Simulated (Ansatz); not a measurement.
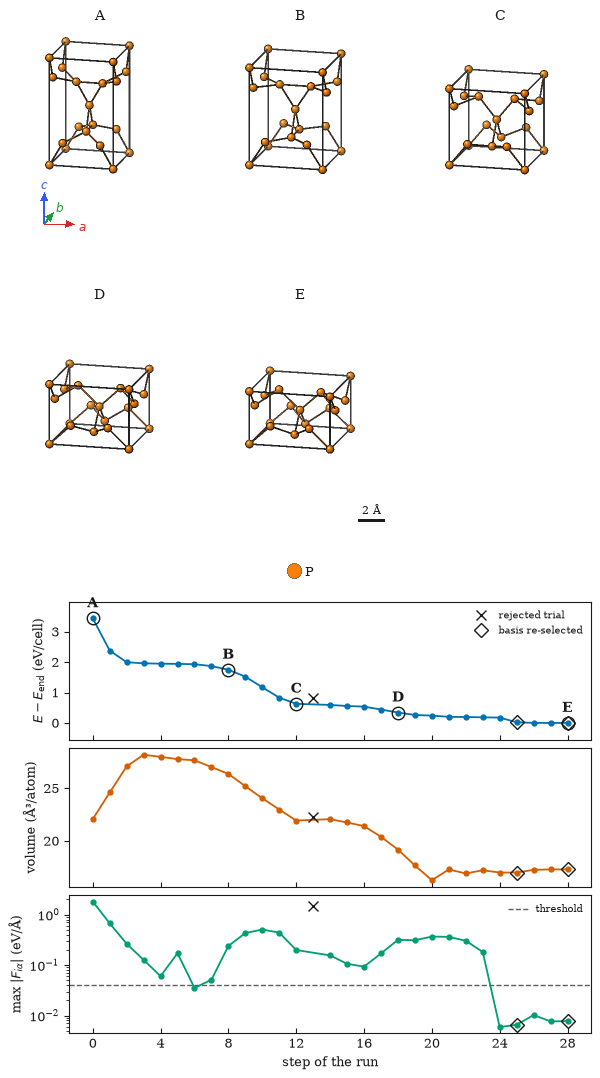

Frames of a relaxation of solid P (a generated structure, set up in I-4m2) (coarse preliminary run), marked on the history of the run. Style: ball-and-stick. Shown: the conventional cell (2 times the calculation's cell), slightly off an axis. Lengths and directions refer to the drawn axes.

All numbers below come from DFT PBE, scalar-relativistic, plane waves, PAW in Ansatz. (plane-wave cutoff 420 eV; k-point mesh 6 × 6 × 6; occupations gaussian; smearing width 0.1 eV; no spin polarisation; cell and atoms relaxed; force threshold 0.04 eV/Å; at most 70 steps)

### Describe the path.

The largest moves relative to the cell, 0.72 Å, are those of P atoms. The drawn cell changes as follows: a = b 5.077 → 6.414 Å (+26.3 %), c 8.560 → 4.204 Å (−50.9 %); the volume changes by −21.6 %. Near-neighbour distances that change, for instance: P–P 5.144 → 2.617 Å, P–P 2.092 → 3.329 Å, P–P 2.208 → 2.383 Å, P–P 2.096 → 2.261 Å. Bonds break: P–P (2.09 → 3.33 Å). Among the angles between lasting bonds that change: P–P–P 59.9° → 94.8°, P–P–P 126.2° → 101.8°, P–P–P 138.7° → 117.3°. The space group stays I-4m2 (No. 119). Over 25 accepted moves (28 points after the start) the energy falls by 3.438 eV per cell of the calculation. Largest force component: 1.8 eV/Å at the start, 0.0077 eV/Å at the end. The pressure goes from 17.11 to 0.06 GPa. The line search rejected the trial step at point 13 of the run. At 2 points the geometry stayed and the basis and grid were re-selected for the new cell (energy shift of 0.155 eV per cell of the calculation at most each time). From step 0 to 8: P atoms move most (0.26 Å), volume +19.5 %, energy −1.690 eV per cell of the calculation. From step 8 to 12: P atoms move most (0.30 Å), volume −16.8 %, energy −1.119 eV per cell of the calculation. From step 12 to 18: P atoms move most (0.27 Å), volume −12.6 %, energy −0.287 eV per cell of the calculation. From step 18 to 28: P atoms move most (0.14 Å), volume −9.8 %, energy −0.341 eV per cell of the calculation.
